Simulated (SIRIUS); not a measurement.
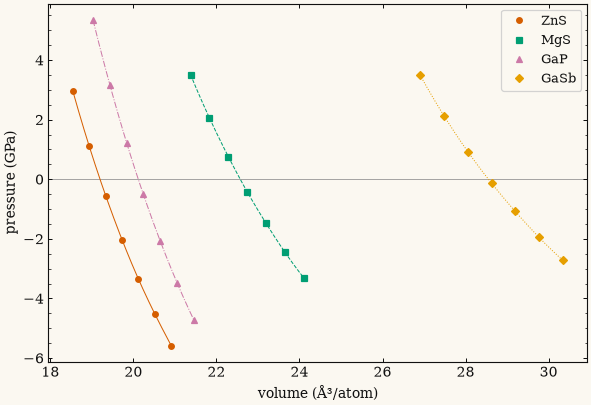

**Figure.** Pressure against volume, with one curve for each compound, for GaP, GaSb, MgS and ZnS (all in space group F-43m (No. 216)).

Settings that differ: ZnS: density cutoff 4610 eV, wave cutoff 1150 eV, k mesh 9×9×9; MgS: density cutoff 4610 eV, wave cutoff 1150 eV, k mesh 8×8×8; GaP: density cutoff 4410 eV, wave cutoff 1100 eV, k mesh 8×8×8; GaSb: density cutoff 4410 eV, wave cutoff 1100 eV, k mesh 8×8×8.

The fitted equilibrium volumes, smallest first, are ZnS 19.196, GaP 20.122, MgS 22.577, GaSb 28.576 Å³/atom. The fitted bulk moduli, smallest first, are GaSb 51.0, MgS 57.7, ZnS 78.9, GaP 84.6 GPa. For ZnS, the pressure falls from 2.95 GPa at volume 18.54 Å³/atom to −5.58 GPa at 20.91 Å³/atom, and changes sign near 19.20 Å³/atom. For MgS, the pressure falls from 3.51 GPa at volume 21.38 Å³/atom to −3.31 GPa at 24.10 Å³/atom, and changes sign near 22.58 Å³/atom. For GaP, the pressure falls from 5.35 GPa at volume 19.03 Å³/atom to −4.72 GPa at 21.45 Å³/atom, and changes sign near 20.12 Å³/atom.

Method: plane-wave DFT, no spin polarisation; energies at scaled volumes of the given cell, shape and fractions fixed, counted from the fit's minimum, third-order Birch-Murnaghan fit (SIRIUS 7.10.0). Level: PBEsol.

| setting | value |
| --- | --- |
| occupations | Fermi–Dirac |
| smearing width | 0.05 eV |
| potentials | dojo sr pbesol 0.4.1 standard |
